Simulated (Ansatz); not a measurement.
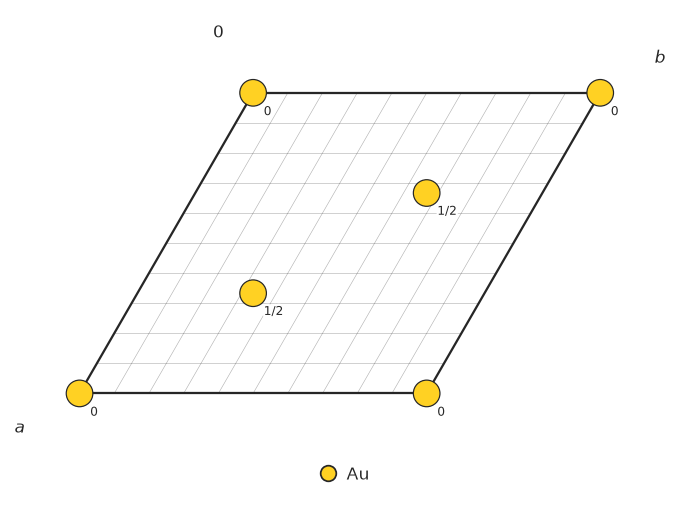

Plan of a unit cell projected along c (a down the page, b across); the numbers are heights as fractions of c, and atoms on the cell's edges are repeated. The grid marks tenths of a and b. Source: the end point of a relaxation with Ansatz, DFT, RPBE, plane waves (420 eV) with PAW, scalar-relativistic; the starting structure was generated, so it need not be a known form of this composition. The drawing is computed from the coordinates (standard cell, symmetry found to 0.002 Å).

a = 4.787 Å, b = 4.787 Å, c = 2.861 Å, α = 90.00°, β = 90.00°, γ = 120.00°.

Q: What does the cell contain?

A: 3 Au: Au, Z = 3.

Q: Which space group?

A: P6/mmm, No. 191, primitive hexagonal.

Q: Give the independent sites, coordinates to two places.

A:
| atom | site | symmetry | x | y | z |
| --- | --- | --- | --- | --- | --- |
| Au | 1a | 6/mmm | 0.00 | 0.00 | 0.00 |
| Au | 2d | -6m2 | 0.33 | 0.67 | 0.50 |
